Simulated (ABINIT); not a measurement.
## Geometry relaxation, with input and output: Ti2C (part 4 of 4)

Ti2C (3 atoms in the cell); Kohn-Sham DFT of a periodic cell, PBEsol, PseudoDojo NC SR PBEsol v0.4.1 standard, no spin polarisation (ABINIT 10.8.3); cutoff 1142.88 eV, 6×6×6 k-mesh, fermi-dirac of 0.05 eV. The structure derives from a Materials Project entry.

Geometry of the input (Å; fractional positions):
```
1.5407  0.8895  4.8138
-1.5407  0.8895  4.8138
0.0000  -1.7790  4.8138
Ti 0.7545  0.7545  0.7545
Ti 0.2455  0.2455  0.2455
C  0.5000  0.5000  0.5000
```

### Trajectory as extended XYZ, continued
```
3
Lattice="1.5276 0.8820 4.7862 -1.5276 0.8820 4.7862 0.0000 -1.7639 4.7862" Properties=species:S:1:pos:R:3:forces:R:3 step=3 energy=-3392.85629
Ti    0.0000    0.0000   10.8351    0.0000   0.0000  -0.0740
Ti    0.0000    0.0000    3.5237    0.0000   0.0000   0.0740
C     0.0000    0.0000    7.1794    0.0000   0.0000   0.0000
3
Lattice="1.5258 0.8809 4.7896 -1.5258 0.8809 4.7896 0.0000 -1.7619 4.7896" Properties=species:S:1:pos:R:3:forces:R:3 step=4 energy=-3392.85663
Ti    0.0000    0.0000   10.8388    0.0000   0.0000  -0.0120
Ti    0.0000    0.0000    3.5300    0.0000   0.0000   0.0120
C     0.0000    0.0000    7.1844    0.0000   0.0000   0.0000
3
Lattice="1.5258 0.8809 4.7890 -1.5258 0.8809 4.7890 0.0000 -1.7619 4.7890" Properties=species:S:1:pos:R:3:forces:R:3 step=5 energy=-3392.85664
Ti    0.0000    0.0000   10.8372    0.0000   0.0000  -0.0072
Ti    0.0000    0.0000    3.5299    0.0000   0.0000   0.0072
C     0.0000    0.0000    7.1835    0.0000   0.0000   0.0000
3
Lattice="1.5260 0.8811 4.7855 -1.5260 0.8811 4.7855 0.0000 -1.7621 4.7855" Properties=species:S:1:pos:R:3:forces:R:3 step=6 energy=-3392.85667
Ti    0.0000    0.0000   10.8284    0.0000   0.0000   0.0031
Ti    0.0000    0.0000    3.5282    0.0000   0.0000  -0.0031
C     0.0000    0.0000    7.1783    0.0000   0.0000   0.0000
3
Lattice="1.5261 0.8811 4.7845 -1.5261 0.8811 4.7845 0.0000 -1.7622 4.7845" Properties=species:S:1:pos:R:3:forces:R:3 step=7 energy=-3392.85667
Ti    0.0000    0.0000   10.8259    0.0000   0.0000   0.0017
Ti    0.0000    0.0000    3.5274    0.0000   0.0000  -0.0017
C     0.0000    0.0000    7.1767    0.0000   0.0000   0.0000
```

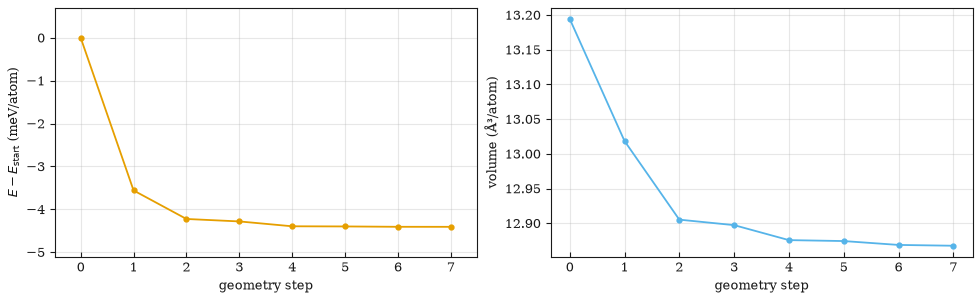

Progress of the relaxation, step by step (steps are counted from 0).

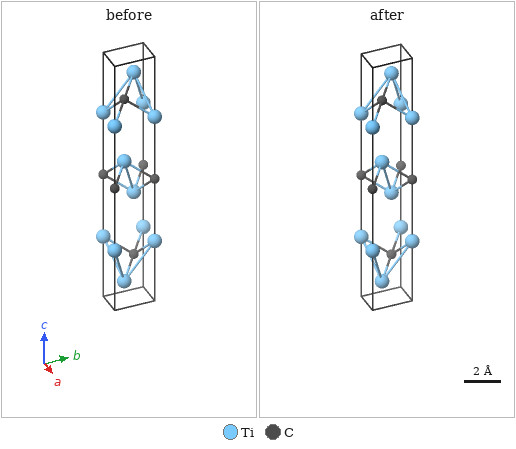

Before (left) and after (right) the relaxation, at one scale (ball-and-stick view of the cell 3 times as large as that of the calculation, set on its symmetry axes, seen slightly off an axis). The atoms keep their places relative to the cell (all moves are under 0.005 Å). Cell: a = b 3.081 → 3.052 Å (−0.9 %), c 14.441 → 14.353 Å (−0.6 %). Volume −2.5 %. Among the contacts that change: Ti1–C3 2.112 → 2.096 Å, Ti1–Ti2 2.889 → 2.874 Å. The space group stays R-3m (No. 166). After 7 geometry steps the energy has fallen by 4.4 meV per atom. Largest force component: 0.19 eV/Å at the start, 0.0017 eV/Å at the end. (Atoms are counted from 1 in the order of the input.)

### Results in brief

```tsv
quantity	value
outcome	converged
space group (tolerance 0.01 Å)	R-3m (166)
electrons treated	28
free energy	−3392.8567 eV
Fermi energy	10.073 eV
gap on the k-point mesh	none (metallic)
pressure	−0.01 GPa
final volume	38.60 Å³
largest force (length of the vector) at the end	0.002 eV/Å
final cell	a = 5.099 Å, b = 5.099 Å, c = 5.099 Å, α = 34.83°, β = 34.83°, γ = 34.83°
wall time	25 min
peak memory	0.17 GiB
```
